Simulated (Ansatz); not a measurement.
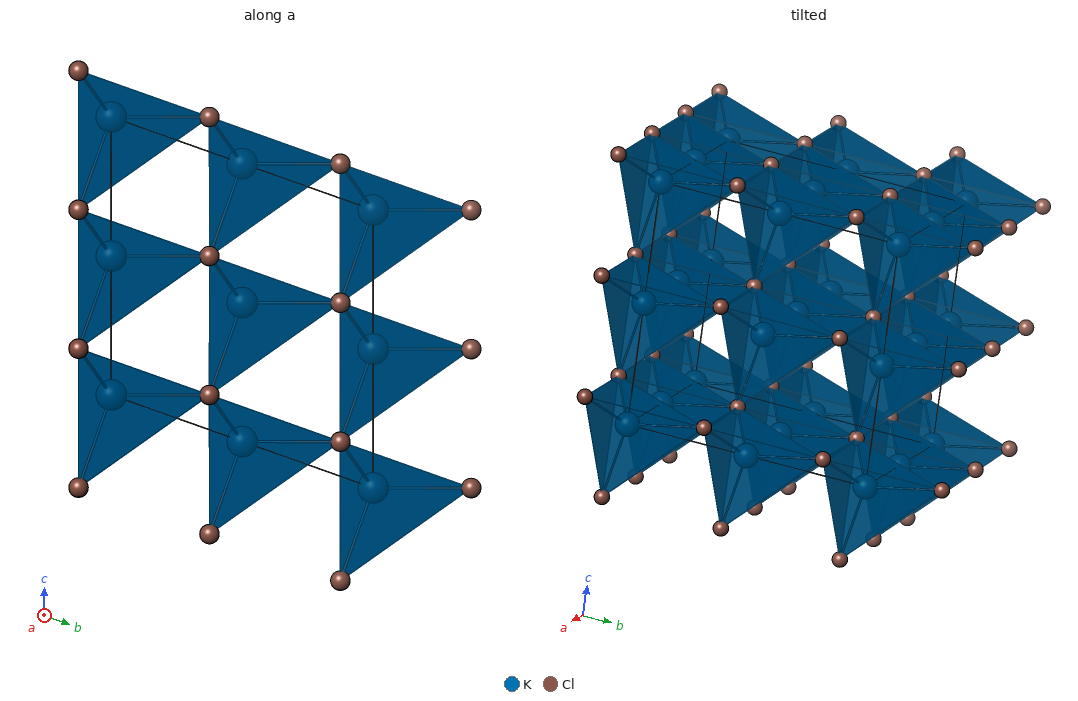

View along the a axis and slightly off an axis, drawn as a polyhedral model. The parallelepiped is the unit cell. Some neighbours outside the box are added.

KCl, a = 9.82 Å, b = 9.83 Å, c = 9.83 Å, α = 90.23°, β = 119.85°, γ = 119.86°.

Level of theory and settings: DFT, PBEsol, plane waves, PAW in Ansatz 0.2.0, 420 eV cutoff, k-points about 0.39 Å⁻¹ apart, Fermi-Dirac smearing of 0.05 eV, no spin polarisation.

### Is the electronic structure metallic or gapped?

An insulator at this level, with a gap of 4.84 eV, direct.

Its origin is a structure type filled with these elements by a generator (whether the compound takes this form wasn't checked). It is drawn as it came out of a relaxation with Ansatz, DFT, PBEsol, plane waves, PAW.
